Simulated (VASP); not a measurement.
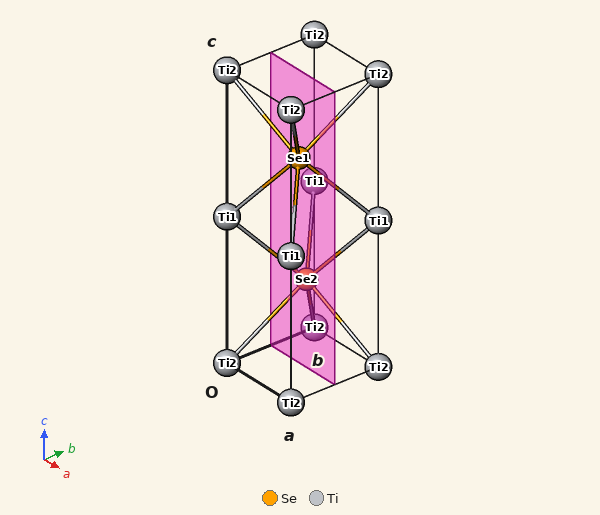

Crystal: TiSe, coordinates from a relaxation with VASP 6.6.1, VASP Kohn-Sham DFT of a periodic cell, vdW-DF-cx, VASP PAW PBE potentials, gw. The shaded plane is a symmetry element of the crystal. The drawing is computed from the coordinates (standard cell, symmetry found to 0.002 Å).

a = 3.371 Å, b = 3.371 Å, c = 6.777 Å, α = 90.00°, β = 90.00°, γ = 120.00°.

```json
{"atom": "Se1", "x": "0.6667", "y": "0.3333", "z": "0.7500"}
{"atom": "Se2", "x": "0.3333", "y": "0.6667", "z": "0.2500"}
{"atom": "Ti1", "x": "0.0000", "y": "0.0000", "z": "0.5000"}
{"atom": "Ti2", "x": "0.0000", "y": "0.0000", "z": "0.0000"}
```

Is it a mirror or a glide plane, and what is the operation?

Answer. It is a glide plane with glide vector (1/2, 0, 1/2), parallel to (0 1 0), through (1/2, 1/2, 1/2): x, y, z → x−y+1, −y+1, z+1/2.

Onto which atom does it carry each atom (up to whole multiples of a, b and c)?

Answer. Se1 → Se2, Se2 → Se1, Ti1 → Ti2, Ti2 → Ti1.
